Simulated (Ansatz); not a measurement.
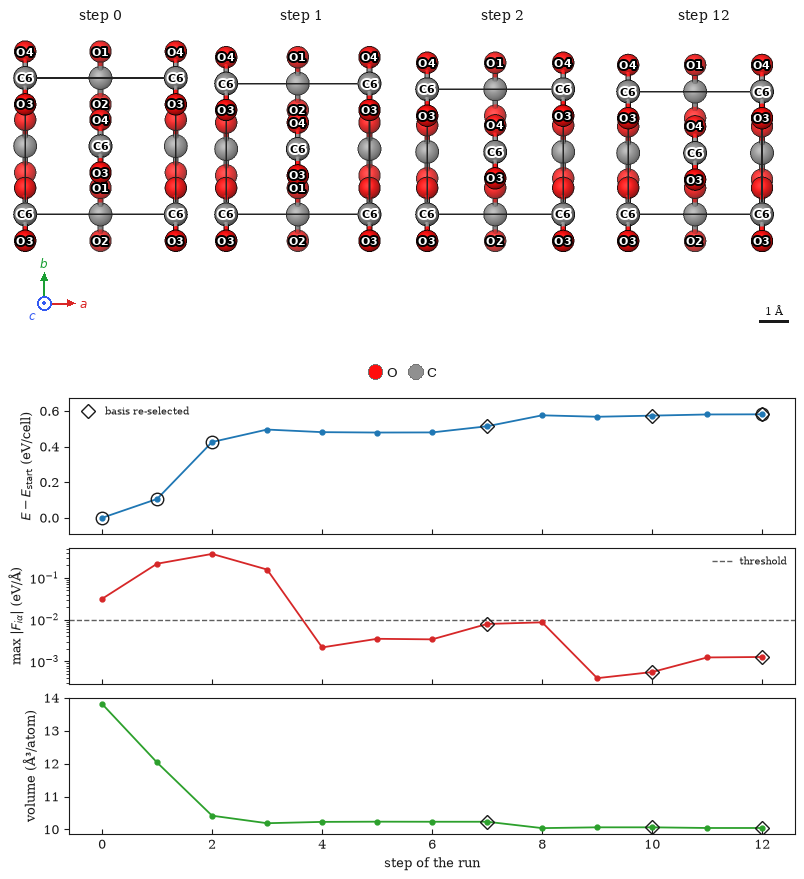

Frames of a relaxation of a crystal of CO$_{2}$ (set up in Cmce), marked on the history of the run. Style: ball-and-stick. Shown: the conventional cell (2 times the calculation's cell), along the c axis. Lengths and directions refer to the drawn axes.

The run lets cell and atoms move.

Theory: Kohn-Sham DFT of a periodic cell, PBEsol, Ansatz PAW in Ansatz 0.2.0.

Input file:
```yaml
crystal:
  lattice:
    - [2.63591123, -2.38737812, 0.0]
    - [2.63591123, 2.38737812, 0.0]
    - [0.0, 0.0, 6.58717491]
  atoms:
    - { symbol: O, position: [0.30650857, 0.69349143, 0.60815661] }
    - { symbol: O, position: [0.69349143, 0.30650857, 0.39184339] }
    - { symbol: O, position: [0.19349143, 0.80650857, 0.10815661] }
    - { symbol: O, position: [0.80650857, 0.19349143, 0.89184339] }
    - { symbol: C, position: [0.5, 0.5, 0.5] }
    - { symbol: C, position: [0.0, 0.0, 0.0] }
hamiltonian:
  xc: pbesol
  pseudopotentials: { kind: paw }
kpoints:
  mp_grid: { grid: [8, 8, 4] }
scf:
  occupations: { method: fermi_dirac, width: 0.05 }
output:
  forces: true
  stress: true
  eigenvalues: true
relax:
  f_tol: 0.01
  max_steps: 40
  cell: { stress_tol: 0.05, p_target: 10.0 }
```

Run as
```bash
ansatz run input.yaml --threads 2 --pin off --max-ram 5632MiB --backend cpu --events-out ev --progress --plain --runs-dir out
```

Question: What happens along the run?

Answer: The largest moves relative to the cell, 0.11 Å, are those of O atoms. C stays in place. The drawn cell changes as follows: a 5.272 → 4.684 Å (−11.1 %), b 4.775 → 4.298 Å (−10.0 %), c 6.587 → 5.986 Å (−9.1 %); the volume changes by −27.3 %. Near-neighbour distances that change, for instance: C–O 1.167 → 1.162 Å. The space group stays Cmce (No. 64). Over 9 accepted moves (12 points after the start) the energy rises by 0.582 eV per cell of the calculation. With the target pressure of 10 GPa, the enthalpy E + pV changes by −0.832 eV per cell of the calculation. Largest force component: 0.032 eV/Å at the start, 0.0013 eV/Å at the end. The pressure goes from 0.98 to 9.99 GPa. At 3 points the geometry stayed and the basis and grid were re-selected for the new cell (energy shift of 34.6 meV per cell of the calculation at most each time). From step 0 to 1: O atoms move most (0.05 Å), volume −12.9 %, energy +0.106 eV per cell of the calculation. From step 1 to 2: O atoms move most (0.05 Å), volume −13.4 %, energy +0.320 eV per cell of the calculation. From step 2 to 12: O atoms move most (0.02 Å), volume −3.6 %, energy +0.156 eV per cell of the calculation.

```tsv
step	E − E(0), meV/atom	largest force component, eV/Å	pressure, GPa	volume, Å³/atom	note
0	0.00	0.0315	0.98	13.818	
1	17.67	0.2185	4.89	12.035	
2	71.01	0.3753	10.84	10.417	
3	82.68	0.1586	9.49	10.188	
4	80.25	0.0022	10.02	10.229	
5	79.89	0.0035	10.01	10.235	
6	80.00	0.0034	10.01	10.233	
7	85.76	0.0079	9.02	10.233	same geometry, new basis
8	96.01	0.0086	10.20	10.039	
9	94.66	0.0004	10.01	10.063	
10	95.71	0.0006	9.88	10.063	same geometry, new basis
11	96.82	0.0013	10.00	10.043	
12	96.95	0.0013	9.99	10.043	same geometry, new basis
```

Limits of the set-up: layers or molecules are held without a dispersion correction, so their spacing is unreliable.
